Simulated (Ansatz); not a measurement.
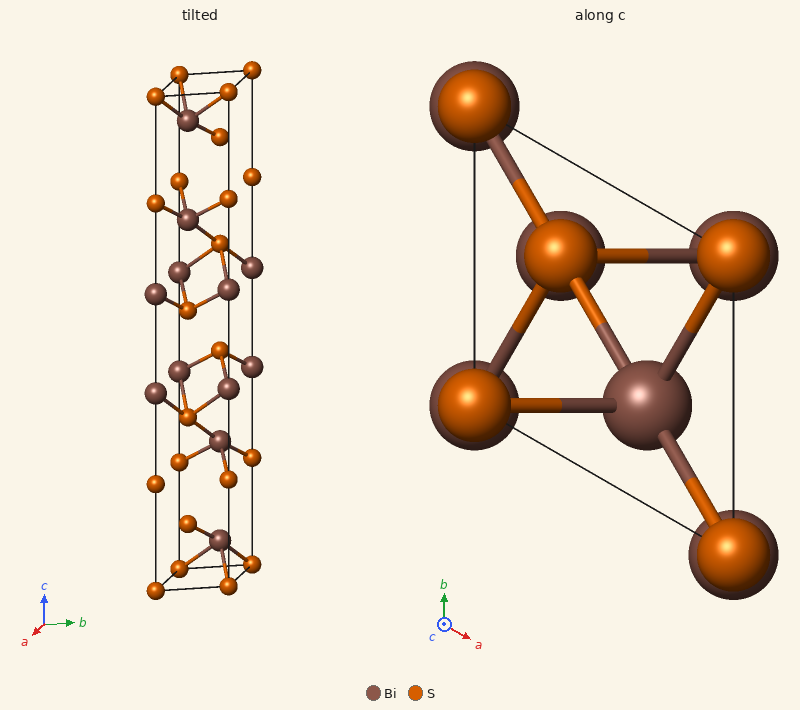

The crystal in a ball-and-stick representation, seen slightly off an axis and along the c axis. The parallelepiped is the conventional unit cell.

Bi$_{2}$S$_{3}$, space group R-3m (No. 166), a = 4.015 Å, b = 4.015 Å, c = 28.080 Å, α = 90.00°, β = 90.00°, γ = 120.00°. The initial geometry was a structure type filled with these elements by a generator (whether the compound takes this form wasn't checked). Earlier steps of the study may have refined or changed the cell and positions. Ansatz was used for an electronic-structure calculation on it.

This one geometry was computed with Ansatz (DFT, plane waves, PAW) at six levels of theory: dielectric-dependent PBE0 (fraction 1/eps_inf of PBE), PBE with spin-orbit coupling, PBE, HSE06, r2SCAN0 and PBE0.

Which level gives the highest pressure at this volume, and what does that say about its equilibrium volume?

Answer. Highest: PBE with spin-orbit coupling (2.5 GPa) and PBE (2.1 GPa), which points to the largest equilibrium volume. Lowest, with the smallest volume: r2SCAN0 (-0.5 GPa) and PBE0 (-0.1 GPa). Levels within 0.5 GPa of each other can't be told apart.

How does the band gap change with the level of theory?

Answer. PBE with spin-orbit coupling: a gap of 0.20 eV, direct; PBE: a gap of 0.74 eV, direct; dielectric-dependent PBE0 (fraction 1/eps_inf of PBE): a gap of 1.09 eV, direct; HSE06: a gap of 1.28 eV, direct; PBE0: a gap of 1.90 eV, direct; r2SCAN0: a gap of 2.07 eV, direct.

Collect the results in a table.

Answer.
| level | cutoff (eV) | k-mesh of the run's cell | gap (eV) | pressure (GPa) |
| --- | --- | --- | --- | --- |
| dielectric-dependent PBE0 (fraction 1/eps_inf of PBE) | 420 | 4×4×4 | 1.09 | 1.3 |
| PBE with spin-orbit coupling | 420 | 8×8×8 | 0.20 | 2.5 |
| PBE | 420 | 8×8×8 | 0.74 | 2.1 |
| HSE06 | 420 | 4×4×4 | 1.28 | 0.0 |
| r2SCAN0 | 500 | 4×4×4 | 2.07 | -0.5 |
| PBE0 | 420 | 4×4×4 | 1.90 | -0.1 |

Gaps are taken on the k-mesh or band path of each run.
